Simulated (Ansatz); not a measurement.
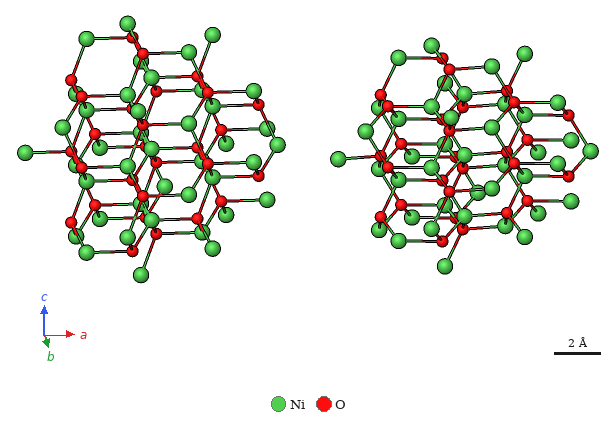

Two geometries of crystalline NiO (a generated structure, set up in P4_2/mnm) (coarse preliminary run), drawn at one scale. One is the start of a relaxation, the other its converged end. Style: ball-and-stick. Shown: the atoms within 5.8 Å of the atom that moves most (axes of the cell of the calculation), from a free direction.

Level of theory: Ansatz 0.2.0, DFT PBEsol, scalar-relativistic, plane waves, PAW. (plane-wave cutoff 420 eV; k-point mesh 4 × 4 × 6; occupations gaussian; smearing width 0.1 eV; collinear spin; cell and atoms relaxed; force threshold 0.05 eV/Å; at most 60 steps)

**Which of the two is the end point?**

The right one is the relaxed one. Case: Zn → Ni on all its sites, cell and atoms relaxed. The energy falls by 110 meV per atom in 10 accepted moves (14 points after the start). Largest force component: 0.16 eV/Å at the start, 0.0066 eV/Å at the end. Pressure: −13.15 GPa at the start and 0.00 GPa at the end. The line search rejected the trial steps at points 7, 9 of the run. At 2 points the geometry stayed and the basis and grid were re-selected for the new cell (energy shift of 2.7 meV per atom at most each time). The largest moves relative to the cell, 0.28 Å, are those of Ni atoms. By element the largest moves are Ni 0.28 Å, O 0.11 Å. The drawn cell changes as follows: a = b 5.551 → 5.552 Å (0.0 %), c 3.264 → 2.797 Å (−14.3 %); the volume changes by −14.3 %. Among the contacts that change: Ni–Ni 2.858 → 2.296 Å, Ni–O 2.021 → 1.917 Å, Ni–O 1.950 → 1.871 Å. Among the angles between lasting bonds that change: O–Ni–O 113.7° → 96.7°, Ni–O–Ni 113.7° → 96.7°, O–Ni–O 90.0° → 106.4°. The space group stays P4_2/mnm (No. 136). The program noted that the starting moments weren't kept.
